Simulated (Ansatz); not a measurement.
System: PbO₂, space group Fm-3m (No. 225) (one of a set of cubic test structures, which need not be the stable phase).

Method: equation of state of a cubic crystal from periodic Kohn-Sham density functional theory without spin, third-order Birch-Murnaghan fit to the free energies; pressure corrected for the finite basis (Ansatz 0.2.0 development build). Level: r2SCAN, no spin-orbit coupling.

structure type fluorite; atoms in cell 3; space group number 225; lattice centring face-centred primitive; k mesh 11×11×11; occupation method Fermi–Dirac; occupation width 0.1 eV; wave cutoff 1050 eV; datasets hand-made PAW; density tolerance 1e−09 eV; bands 21; density cutoff ratio 5; search for lower states default; xc grid level 2.

Predict the energy above the lowest point and pressure against volume. The volume takes the values 12.15, 12.54, 12.94, 13.33, 13.73 Å³/atom.

A third-order Birch–Murnaghan fit gives V0 = 12.54 Å³/atom, B0 = 163 GPa and B′ = 5.3. The energy above the lowest point is 6.9 meV/atom at volume 12.15 Å³/atom and 47.2 meV/atom at 13.73 Å³/atom; the lowest computed point is at volume 12.54 Å³/atom (0.0 meV/atom), and no other minimum shows. The pressure falls from 5.7 GPa at volume 12.15 Å³/atom to −11.6 GPa at 13.73 Å³/atom, and changes sign near 12.54 Å³/atom.

| volume (Å³/atom) | energy above the lowest point (meV/atom) | pressure (GPa) |
| --- | --- | --- |
| 12.15 | 6.9 | 5.7 |
| 12.54 | 0.0 | 0.0 |
| 12.94 | 5.9 | −4.6 |
| 13.33 | 22.3 | −8.5 |
| 13.73 | 47.2 | −11.6 |

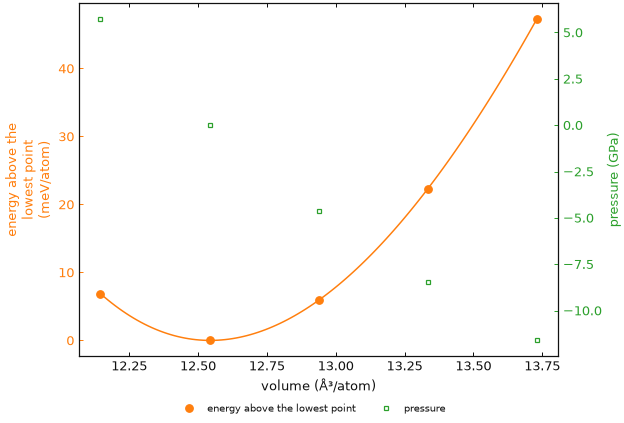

Keep in mind: cubic model structure, not the ambient form; no spin-orbit coupling with 6p elements.
